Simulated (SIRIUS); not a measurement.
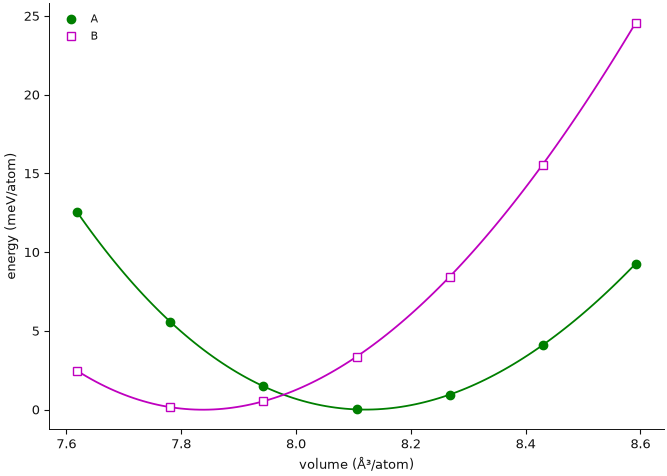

The figure compares two calculations of the energy against volume, each curve from its own zero. The first is for Be, space group P6_3/mmc (No. 194).

The cell holds 2 atoms.

How it was computed, with SIRIUS 7.12.0: all-electron LAPW DFT, no spin polarisation; energies at scaled volumes of the given cell, shape and fractions fixed, counted from the fit's minimum, third-order Birch-Murnaghan fit. Level: RPBE.

k mesh 13×13×8; occupations Fermi–Dirac; smearing width 0.05 eV; potentials all electron FP LAPW; program settings basis apw+lo standard, gk cutoff 3.42 1/bohr, pw cutoff 20 1/bohr.

In the second, the level changes from RPBE to PBEsol.

Which of A and B is the second calculation, and what did the change do?

Answer. B. The equilibrium volume falls from 8.12 to 7.84 Å³/atom (−3.4 %) and the bulk modulus rises from 118 to 124 GPa (+5.1 %).

For both, limits of the calculation: shape and atomic fractions are frozen while scaling, which makes layered, chain and framework solids too stiff.

V0 and the bulk modulus come from third-order Birch–Murnaghan fits.
